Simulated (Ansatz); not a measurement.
C7O (slab)

Input

```
crystal:
  lattice:
    - [2.4656258796, 0.0, 0.0]
    - [-1.2328129398, 2.1341717713, 0.0]
    - [0.0, 0.0, 26.9342703304]
  atoms:
    - { symbol: C, position: [0.6666996624, 0.3333993247, 0.3155830804] }
    - { symbol: C, position: [0.3333003376, 0.6666006753, 0.3155830804] }
    - { symbol: C, position: [0.1666996624, 0.3333993247, 0.4415243116] }
    - { symbol: C, position: [0.8333003376, 0.6666006753, 0.4415243116] }
    - { symbol: C, position: [0.6666996624, 0.3333993247, 0.5674655427] }
    - { symbol: C, position: [0.3333003376, 0.6666006753, 0.5674655427] }
    - { symbol: C, position: [0.3333003376, 0.6666006753, 0.6261268682] }
    - { symbol: O, position: [0.3333003376, 0.6666006753, 0.6688234027] }
basis:
  ecutwfc: 420
kpoints:
  mp_grid: { grid: [12, 12, 1] }
hamiltonian:
  xc: pbe
  dispersion: d3bj
scf:
  occupations: { method: gaussian, width: 0.05 }
output:
  forces: true
  eigenvalues: true
  write_density: true
  write_potential: true
  elf: true
  volumetric_format: npy
relax:
  adjacent_minimum: "off"
  f_tol: 0.03
  max_steps: 70
  constraints: [{ sites: [0, 1] }]
efield:
  axis: 3
  dipole_correction: true
  ramp_width: 0.04
```

Launched as:

```sh
ansatz run input.yaml --threads 1 --pin off --max-ram 2560MiB --backend cpu --events-out ev --progress --plain --runs-dir out
```

The fields are those of the relaxed geometry.

The SCF solution may not be the lowest one.

Level of theory: Ansatz 0.2.0, DFT PBE+D3(BJ), scalar-relativistic, plane waves, PAW.

The density is the valence pseudo-density of a PAW calculation; it isn't the true density close to the nuclei.

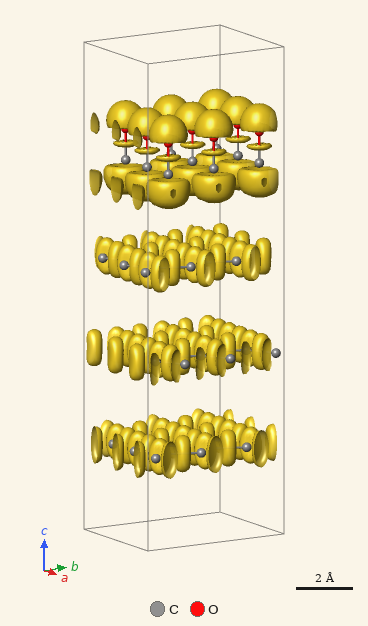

Figure 1. Isosurface of the electron localisation function at 0.8 (yellow), seen slightly off an axis. Core shells and regions of very low density are left out. Sticks mark near contacts.

Q: Where are the electrons localised?

A: The ELF exceeds this value in nine regions between bonded C–C atoms, one region between bonded C–O atoms, one lobe on C, pointing away from the bonds (lone pairs) and one lobe on O, pointing away from the bonds (lone pairs, which may merge into one lobe), counted in one cell of 8 atoms. Counts are for one cell; the picture repeats the cell along the surface. Profiles from the grid: C–O (1.13 Å): the ELF peaks at about 0.85 between the atoms. C–C (1.42 Å): the ELF peaks at about 0.95 between the atoms.

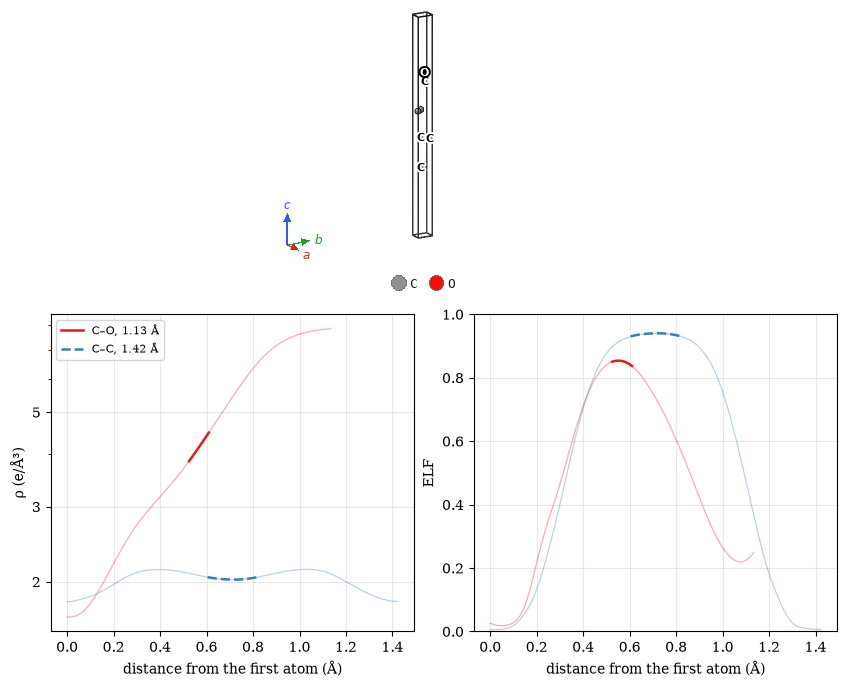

Figure 2. Valence pseudo-density and ELF along straight lines between neighbouring atoms. Thin, pale parts lie inside the atomic spheres. The structure is drawn too.

Q: What can be read from the curves?

A: C–O (1.13 Å): ρ at the midpoint is about 4.1 e/Å³; the ELF peaks at about 0.85 between the atoms.
C–C (1.42 Å): ρ is about 2 e/Å³ halfway; the ELF peaks at about 0.95 between the atoms.
